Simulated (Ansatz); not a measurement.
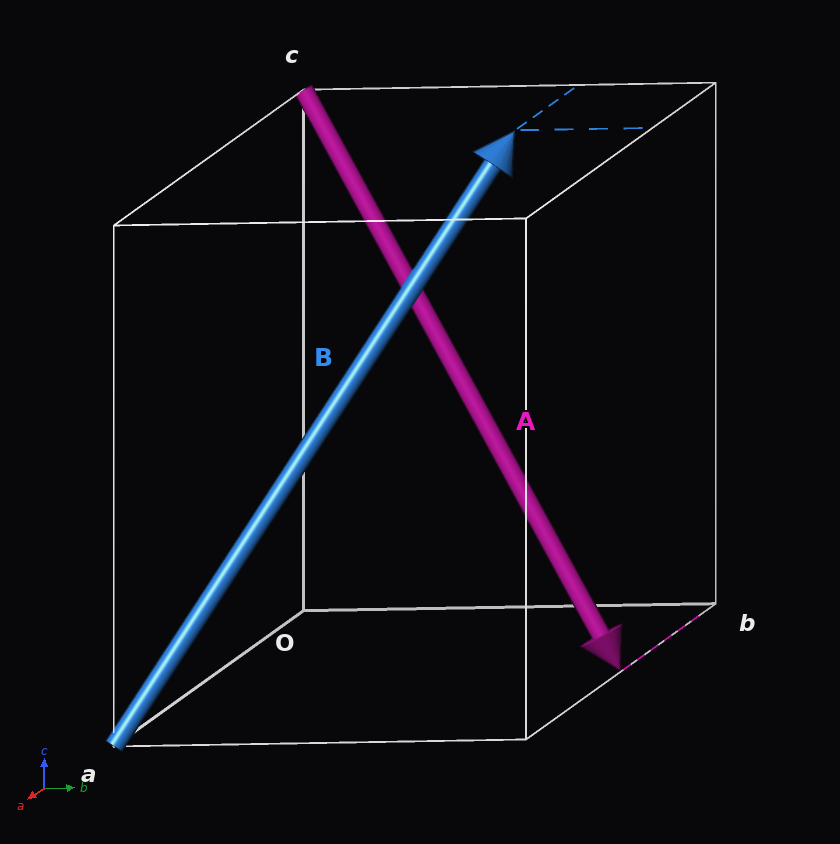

Each arrow starts at a corner of the unit cell and ends on its surface; where a tip isn't a corner, dashed lines run from it parallel to the axes. Crystal: PtSe₂, a calculation's input that goes back to an entry of the Crystallography Open Database (an earlier step may have relaxed or displaced it). All values are computed from the atomic coordinates in the standard setting (tolerance 0.002 Å).

a = 3.724 Å, b = 3.724 Å, c = 5.062 Å, α = 90.00°, β = 90.00°, γ = 120.00°.

> Give [uvw] of each arrow.

Arrow A runs from (0, 0, 1) to (1/2, 1, 0), so [1 2 −2], in four indices [0 1 −1 −2]; Arrow B runs from (1, 0, 0) to (1/3, 2/3, 1), so [−2 2 3], in four indices [−2 2 0 3].

> How long is the vector ua + vb + wc in each case, and what angles do the directions make?

A 12.004 Å; B 19.926 Å. A–B: 118.0°.
